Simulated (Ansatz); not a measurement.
# Geometry relaxation, with input and output: Mo3HS6 (part 2 of 2)

The same run, continued: Mo3HS6 (slab, 10 atoms in the cell); DFT PBEsol, scalar-relativistic, plane waves, PAW, no spin polarisation (Ansatz 0.2.0); cutoff 420 eV, 10×5×1 k-mesh, Gaussian smearing of 0.1 eV. The structure derives from an entry of the Crystallography Open Database. The input holds or restrains some coordinates. Forces given for the steps count only the free coordinates. It belongs to a series of runs on one base structure; here: H over the place (0/6, 3/6) of the surface cell, its height relaxed.

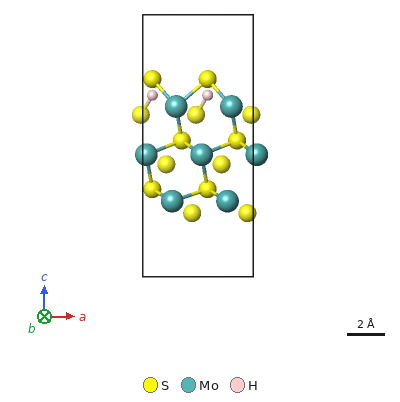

**Figure 1.** The geometry at step 3 of the log (ball-and-stick view of the 2 × 1 repeat of the cell, with the vacuum cut short, along the b axis).

```
WARN: The output density's exchange-correlation potential varies sharply where the density is thin. Do not read a vacuum level from v_tot or v_xc, or from such a field of the output density. On a cell that repeats whose density bears no net charge and no dipole along the vacuum's axis use v_es (v_loc + v_h of the components); under efield.dipole_correction with no amplitude use v_es + v_field, which holds any external_charges[].barrier, or the levels of the report's work_function block, which leave it out; under a non-zero efield.amplitude the vacuum is tilted and has no level; on a cell that repeats and bears such a dipole with no correction it is tilted too, and efield.dipole_correction with no amplitude gives each side of its ramp a level where efield: is served; in a cell that repeats whose density bears a net charge (total_charge, or a fill off its count) it is curved and has none; of a slab under crystal.periodic whose density bears no net charge use v_es, which has a level on each side, short of where the two are joined; of another it falls or rises all the way out and has none; of a slab beside external_charges read slab_vacuum_level instead, which it has where they leave it neutral. The grid or the basis barely resolves most such structure, and the values can differ between equally converged runs; as a rule a tighter scf.convergence.dr2_threshold does not remove it. Where the density itself ripples (under the LDA too) a higher basis.ecutwfc lessens it. The files hold the spikes' plane waves up to the density's cutoff. Files: v_tot_of_output_density and the like, and their columns of v_z.tsv (output.write_potential); v_xc_of_output_density and the like, and their columns of v_comp_z.tsv (output.write_potential_components). Measured: with its Gaussian average of σ = 0.25 Å subtracted twice, the exchange-correlation potential is over 0.1 eV at 17 of the grid points where the equally averaged density (valence and model cores) is under 1e-3 e/Å³, and 0.130 eV at the most among them, at an averaged density of 3.5e-4 e/Å³. The input density's (outcome.potential() and, of a run that writes arrays, v_tot and v_xc) is over 0.1 eV, so measured, at 17 points of its own thin density, 0.129 eV at the most. See output.write_potential in the manual, Limitations
SCF converged after 4 iterations
Free energy (F): -20020.807278 eV
Harris-Foulkes:  -20020.807278 eV  (|F-HF|=4.73e-8)
Internal energy: -20020.797752 eV  (E = F + TS)
E sigma→0 (E₀):  -20020.802515 eV
Entropy (-TS):   -0.009526 eV (-0.953 meV/atom)
Fermi energy:    0.223317 eV
Dipole field:    D = -0.011718 V/Å  (p = -0.031901 e·Å, saw-weighted, corrected)
Work function:   Φ+ = 5.2471 eV   Φ− = 4.9465 eV
Levels:          The Fermi level and band energies are counted from a zero that moves with the ramp; work functions are not
--- Per-component energies (eV) ---
  E_band       = -1303.508492
  E_kinetic    = 1979.707753
  E_local      = -64867.931331  (includes V_loc(G=0)·N_el)
  E_nonlocal   = 608.834535
  E_hartree    = 31330.731313
  E_xc         = -1131.267149
  E_vxc        = -1219.064917  (∫ρ·V_xc dr)
  E_paw        = -12937.269071  (= ΣΔE_a)
  E_vpaw       = -466.249775  (= ΣTr[D̂ρ^β])
  E_aug_tail   = -0.000954  (compensation charges beyond the density's cutoff)
  E_efield     = 0.000187  (sawtooth field / dipole correction)
  E_vefield    = -0.274735  (∫n·V_field dr)
  E_ewald      = 24995.397371
  E_core_change = 0.999594  (= ΣΔE_core)
  E_smearing   = -0.009526  (= −TS)
  E_closure    = 0.000000  (closes the sum)
  Σ components = -20020.807278   (vs F -20020.807278, Δ=0.00e0)
--- Forces (eV/Å), atoms counted from 1 ---
  atom   1  S      0.08889808     1.55145297    -0.56498913
  atom   2  Mo    -0.05290987    -2.92005565     2.70342328
  atom   3  S     -0.09466469     0.76506584    -1.02413061
  atom   4  S      0.09768175     0.15697909    -1.27814132
  atom   5  Mo     0.05225048     0.67723546    -0.22881897
  atom   6  S      0.18064702     0.34884472    -0.16595143
  atom   7  S     -0.45725644    -1.04307273     0.55375826
  atom   8  Mo    -0.02738175     0.63250068     0.18224319
  atom   9  S      0.17497856    -0.06357018    -0.17803518
  atom  10  H      0.03770864    -0.10528129     0.00069225
  max |Σ_I F_I| component: 9.89e-5 eV/Å
--- Band table (eV; the first three rows and the last of 26) ---
  k-point 0: bands = ["-61.3264", "-61.0625", "-61.0049", "-35.6152", "-35.4024", "-35.3703", "-35.3309", "-35.2824", "-35.1569", "-35.1105", "-35.0780", "-35.0142", "-15.1827", "-14.2252", "-13.3227", "-13.1470", "-12.4611", "-12.1047", "-7.5260", "-6.4152", "-5.8755", "-5.5565", "-4.8277", "-4.1878", "-3.7115", "-3.6291", "-3.5088", "-3.4984", "-3.1284", "-2.5349", "-2.4163", "-1.9107", "-1.7776", "-1.5928", "-1.4137", "-1.1511", "-0.9237", "-0.6571", "-0.6068", "-0.2146", "0.3618", "0.4788", "1.3115", "1.6240", "1.9471", "2.2460", "2.4188", "2.9613", "3.4961", "3.6817"]
  k-point 1: bands = ["-61.3264", "-61.0625", "-61.0049", "-35.6152", "-35.4024", "-35.3703", "-35.3309", "-35.2824", "-35.1569", "-35.1105", "-35.0780", "-35.0142", "-15.1526", "-14.1643", "-13.3107", "-13.2425", "-12.4738", "-12.1738", "-7.5072", "-6.2439", "-5.9690", "-5.3881", "-4.7529", "-4.1474", "-3.7904", "-3.6210", "-3.6050", "-3.4782", "-3.1125", "-2.6384", "-2.4096", "-2.0167", "-1.8832", "-1.7663", "-1.4327", "-1.0367", "-0.8786", "-0.6828", "-0.5191", "-0.1934", "0.3114", "0.5246", "1.3135", "1.5807", "1.9134", "2.1756", "2.3565", "2.9784", "3.6067", "3.7773"]
  k-point 2: bands = ["-61.3264", "-61.0625", "-61.0049", "-35.6152", "-35.4025", "-35.3703", "-35.3309", "-35.2824", "-35.1570", "-35.1105", "-35.0780", "-35.0142", "-15.1024", "-14.0076", "-13.5373", "-13.1973", "-12.4896", "-12.2998", "-7.4852", "-6.2359", "-5.6046", "-5.1810", "-4.6849", "-4.2566", "-3.9280", "-3.7368", "-3.6055", "-3.4357", "-3.0864", "-2.8662", "-2.3859", "-2.2629", "-1.8700", "-1.8091", "-1.4504", "-1.1238", "-0.8455", "-0.7232", "-0.4119", "-0.0531", "0.2381", "0.5814", "1.2682", "1.5193", "1.8640", "2.0317", "2.2882", "3.0436", "3.7655", "3.8252"]
  k-point 25: bands = ["-61.3012", "-61.0338", "-60.9844", "-35.6691", "-35.5803", "-35.4361", "-35.3671", "-35.3090", "-35.2743", "-35.1651", "-35.1537", "-35.1145", "-14.1268", "-12.9917", "-12.7089", "-12.4885", "-11.7842", "-11.6026", "-7.7920", "-6.3966", "-6.1750", "-5.5124", "-5.2421", "-4.7256", "-4.6146", "-4.4925", "-4.1225", "-4.0162", "-3.7472", "-3.6111", "-3.2473", "-2.9842", "-2.8637", "-2.6291", "-2.0907", "-1.6558", "-1.2119", "-0.4135", "-0.0807", "0.5520", "0.8314", "1.4968", "1.7936", "1.9570", "2.1885", "2.3327", "2.4616", "2.9196", "3.9707", "4.3495"]
--- Relaxed structure (4 steps of the walk, 4 accepted, 0 SCFs on fresh bases) ---
  F+E_penalty+E_count = -20020.80727811 eV   max|allowed force component| = 6.922e-4 eV/Å
  atoms:
    - { symbol: S, position: [0.8927216587, 0.7854433174, 0.3312576919] }
    - { symbol: Mo, position: [0.532155393, 0.0643107859, 0.3568487551] }
    - { symbol: S, position: [0.17158912720000002, 0.3431782543, 0.38243981819999995] }
    - { symbol: S, position: [0.4248770516, 0.8497541031999999, 0.4354374435999999] }
    - { symbol: Mo, position: [0.0634283179, 0.12684293149999998, 0.45603511569999994] }
    - { symbol: S, position: [0.7047428114999998, 0.40946541239999995, 0.48619708939999995] }
    - { symbol: S, position: [0.9628665561, 0.9257405525999999, 0.5411345583] }
    - { symbol: Mo, position: [0.6028601598, 0.20572210299999996, 0.5588565878] }
    - { symbol: S, position: [0.17301608779999997, 0.34603811279999996, 0.6172031673] }
    - { symbol: H, position: [0.17301608779999994, 0.8460381127999999, 0.5828857628728563] }
```

Trajectory as extended XYZ (Å, eV, eV/Å), 4 frames, from step=1 to step=4
```
10
Lattice="3.1204 0.0000 0.0000 -1.5602 6.1523 0.0000 0.0000 0.0000 25.6598" Properties=species:S:1:pos:R:3:forces:R:3 step=1 energy=-20020.79051
S     1.5602    4.8323    8.5000    0.0869   1.5577  -0.5678
Mo    1.5602    0.3957    9.1567   -0.0476  -2.9347   2.7103
S     0.0000    2.1113    9.8133   -0.0932   0.7766  -1.0326
S     0.0000    5.2280   11.1732    0.0967   0.1517  -1.3021
Mo    0.0000    0.7804   11.7018    0.0663   0.6408  -0.1905
S     1.5602    2.5192   12.4757    0.1731   0.3534  -0.1646
S     1.5602    5.6955   13.8854   -0.8805  -0.7813  -0.0597
Mo    1.5602    1.2657   14.3401   -0.0139   0.7351   0.2133
S     0.0000    2.1289   15.8373    0.1855  -0.0700  -0.1893
H    -0.7801    5.2051   14.8973    0.4270  -0.4294   0.5834
10
Lattice="3.1204 0.0000 0.0000 -1.5602 6.1523 0.0000 0.0000 0.0000 25.6598" Properties=species:S:1:pos:R:3:forces:R:3 step=2 energy=-20020.80237
S     1.5602    4.8323    8.5000    0.0878   1.5549  -0.5664
Mo    1.5602    0.3957    9.1567   -0.0500  -2.9283   2.7069
S     0.0000    2.1113    9.8133   -0.0939   0.7714  -1.0285
S     0.0000    5.2280   11.1732    0.0973   0.1539  -1.2913
Mo    0.0000    0.7804   11.7018    0.0599   0.6576  -0.2072
S     1.5602    2.5192   12.4757    0.1766   0.3512  -0.1652
S     1.5602    5.6955   13.8854   -0.6743  -0.9094   0.2321
Mo    1.5602    1.2657   14.3401   -0.0196   0.6900   0.1980
S     0.0000    2.1289   15.8373    0.1809  -0.0682  -0.1849
H    -0.7801    5.2051   14.9241    0.2351  -0.2728   0.3063
10
Lattice="3.1204 0.0000 0.0000 -1.5602 6.1523 0.0000 0.0000 0.0000 25.6598" Properties=species:S:1:pos:R:3:forces:R:3 step=3 energy=-20020.80725
S     1.5602    4.8323    8.5000    0.0888   1.5517  -0.5651
Mo    1.5602    0.3957    9.1567   -0.0527  -2.9206   2.7036
S     0.0000    2.1113    9.8133   -0.0946   0.7654  -1.0244
S     0.0000    5.2280   11.1732    0.0976   0.1567  -1.2791
Mo    0.0000    0.7804   11.7018    0.0528   0.6760  -0.2275
S     1.5602    2.5192   12.4757    0.1804   0.3490  -0.1658
S     1.5602    5.6955   13.8854   -0.4708  -1.0347   0.5332
Mo    1.5602    1.2657   14.3401   -0.0269   0.6364   0.1833
S     0.0000    2.1289   15.8373    0.1755  -0.0640  -0.1786
H    -0.7801    5.2051   14.9545    0.0499  -0.1159   0.0203
10
Lattice="3.1204 0.0000 0.0000 -1.5602 6.1523 0.0000 0.0000 0.0000 25.6598" Properties=species:S:1:pos:R:3:forces:R:3 step=4 energy=-20020.80728
S     1.5602    4.8323    8.5000    0.0889   1.5515  -0.5650
Mo    1.5602    0.3957    9.1567   -0.0529  -2.9201   2.7034
S     0.0000    2.1113    9.8133   -0.0947   0.7651  -1.0241
S     0.0000    5.2280   11.1732    0.0977   0.1570  -1.2781
Mo    0.0000    0.7804   11.7018    0.0522   0.6772  -0.2288
S     1.5602    2.5192   12.4757    0.1806   0.3488  -0.1660
S     1.5602    5.6955   13.8854   -0.4573  -1.0431   0.5538
Mo    1.5602    1.2657   14.3401   -0.0274   0.6325   0.1822
S     0.0000    2.1289   15.8373    0.1750  -0.0636  -0.1780
H    -0.7801    5.2051   14.9567    0.0377  -0.1053   0.0007
```

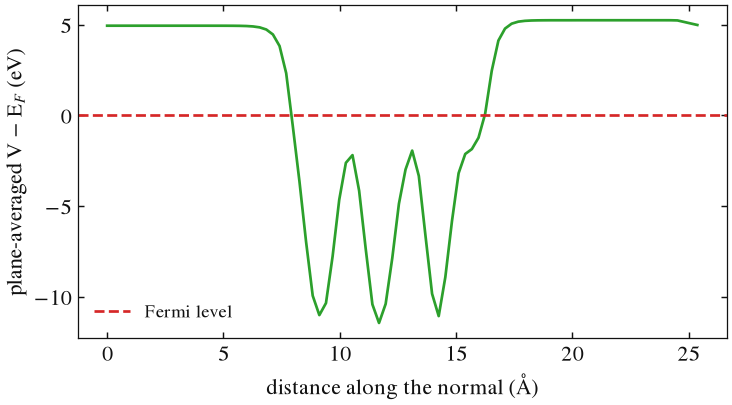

**Figure 2.** Plane average of the electrostatic potential energy of an electron across the cell, from the Fermi level. The vacuum level lies 5.25 eV above the Fermi level on the upper side and 4.95 eV on the lower.

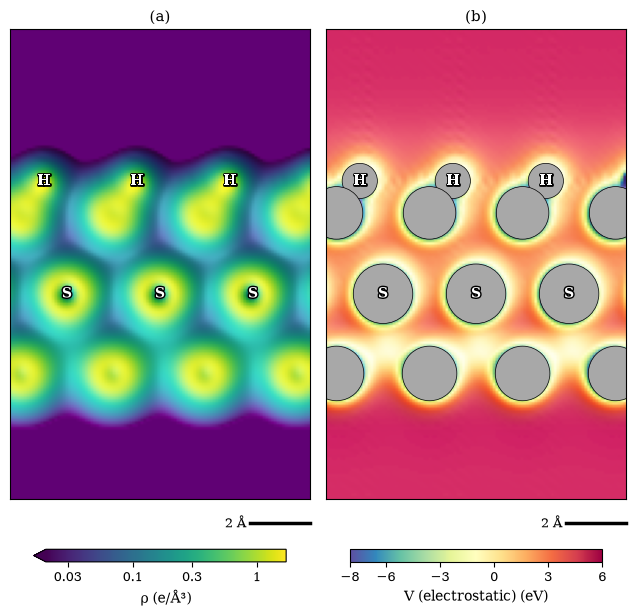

**Figure 3.** (a) valence pseudo-density; (b) electrostatic potential energy of an electron on the (010) plane of the calculation cell, a cut from vacuum to vacuum. Grey discs, where drawn, cover atomic cores. The density dies away to nearly zero in the vacuum. Core electrons are frozen (PAW), so the fields are smoothed inside the atomic spheres.

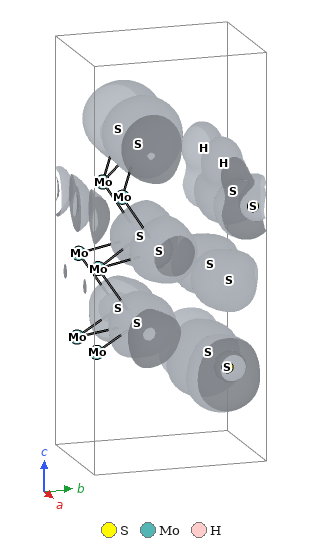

**Figure 4.** Isosurface of the electron localisation function at 0.7 (grey), seen slightly off an axis. Only the valence region is drawn (cores and ρ < 0.01 e/Å³ removed). Sticks mark near contacts. Values along the shortest contacts: S–H (1.41 Å): the ELF climbs to about 1 towards the hydrogen, as it does in any bond to H (a covalent bond by its length). Mo–S (2.25 Å): the ELF is about 0.45 at the midpoint.

This output came from the following input.

Input
```yaml
crystal:
  lattice:
    - [3.1204068985, 0.0, 0.0]
    - [-1.5602034492, 6.1523257957, 0.0]
    - [0.0, 0.0, 25.6597815141]
  atoms:
    - { symbol: S, position: [0.8927216587, 0.7854433174, 0.3312576919] }
    - { symbol: Mo, position: [0.532155393, 0.0643107859, 0.3568487551] }
    - { symbol: S, position: [0.1715891272, 0.3431782543, 0.3824398182] }
    - { symbol: S, position: [0.4248770516, 0.8497541032, 0.4354374436] }
    - { symbol: Mo, position: [0.0634283179, 0.1268429315, 0.4560351157] }
    - { symbol: S, position: [0.7047428115, 0.4094654124, 0.4861970894] }
    - { symbol: S, position: [0.9628665561, 0.9257405526, 0.5411345583] }
    - { symbol: Mo, position: [0.6028601598, 0.205722103, 0.5588565878] }
    - { symbol: S, position: [0.1730160878, 0.3460381128, 0.6172031673] }
    - { symbol: H, position: [0.1730160878, 0.8460381128, 0.5805699637] }
basis:
  ecutwfc: 420
kpoints:
  mp_grid: { grid: [10, 5, 1] }
hamiltonian:
  xc: pbesol
scf:
  occupations: { method: gaussian, width: 0.1 }
output:
  forces: true
  eigenvalues: true
  write_density: true
  write_potential: true
  elf: true
  volumetric_format: npy
relax:
  adjacent_minimum: "off"
  f_tol: 0.02
  max_steps: 25
  constraints: [{ sites: [0, 1, 2, 3, 4, 5, 6, 7, 8] }, { site: 9, fix: xy }]
efield:
  axis: 3
  dipole_correction: true
  ramp_width: 0.04
```

Launch command:
```bash
ansatz run input.yaml --threads 4 --pin off --max-ram 10240MiB --backend cpu --events-out ev --progress --plain --runs-dir out
```

Key numbers

- outcome: converged under the restraints of the input
- electrons treated: 79
- free energy: −20020.8073 eV
- work function, top face: 5.25 eV
- work function, bottom face: 4.95 eV
- Fermi energy: 0.223 eV
- gap on the k-point mesh: none (metallic)
- final volume: 492.61 Å³
- work function (upper face): 5.25 eV
- largest force (length of the vector) at the end, held atoms and coordinates included: 3.980 eV/Å
- hardware: 4 threads of Intel Xeon @ 2.50GHz (Skylake/Cascade Lake), 32 GiB of memory available, shared host
- wall time: 59 s (CPU time 3.9 min)
- peak memory: 1.2 GiB

Warnings of the run: the exchange-correlation potential is rough where the density is thin. The cell holds an odd number of electrons but the run has no spin polarisation, so a band is left half filled.
